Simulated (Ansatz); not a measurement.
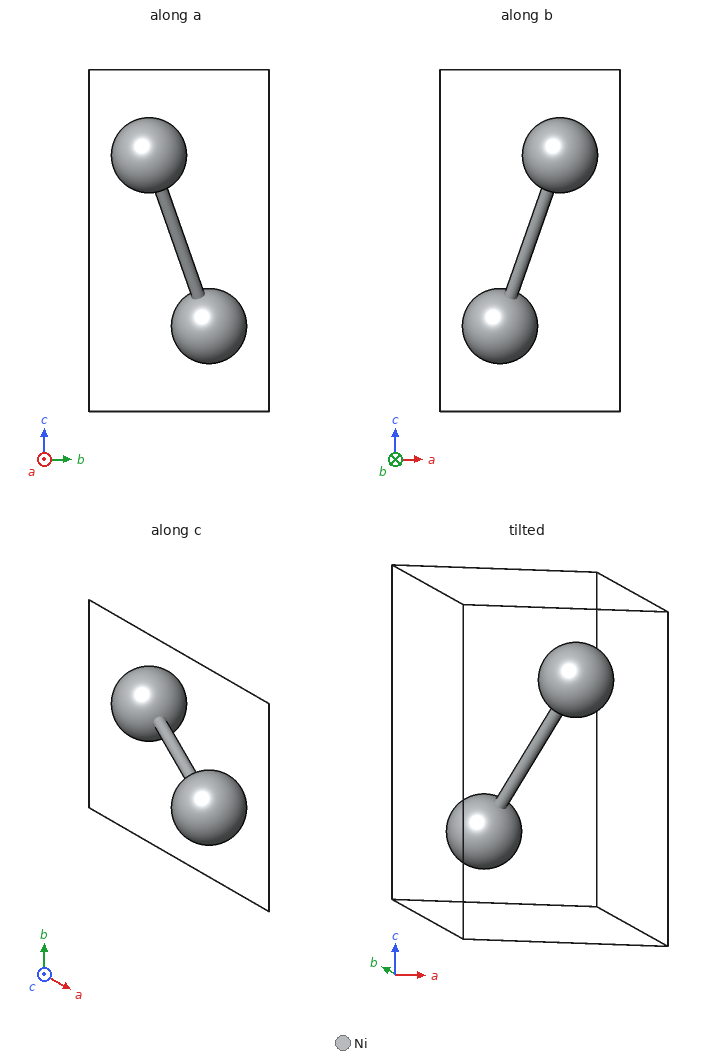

Ball-and-stick drawing of the structure, looking along the a axis, along the b axis, along the c axis and slightly off an axis. The parallelepiped is the conventional unit cell.

Lattice parameters: a = 2.5028 Å, b = 2.5028 Å, c = 4.1124 Å, α = 90.000°, β = 90.000°, γ = 120.000°.

### Transcribe the picture into a CIF with its space group and independent sites.

```cif
data_structure
_symmetry_space_group_name_H-M 'P 63/m m c'
_symmetry_Int_Tables_number 194
_cell_length_a 2.5028
_cell_length_b 2.5028
_cell_length_c 4.1124
_cell_angle_alpha 90.000
_cell_angle_beta 90.000
_cell_angle_gamma 120.000
_cell_volume 22.31
loop_
_atom_site_label
_atom_site_type_symbol
_atom_site_symmetry_multiplicity
_atom_site_Wyckoff_symbol
_atom_site_fract_x
_atom_site_fract_y
_atom_site_fract_z
_atom_site_occupancy
Ni1 Ni 2 c 0.6667 0.3333 0.7500 1
```

The model was built from a structure type filled with this element by a generator (whether the element takes this form wasn't checked). Earlier steps of the study may have refined or changed the cell and positions. Ansatz was used for an electronic-structure calculation on it.
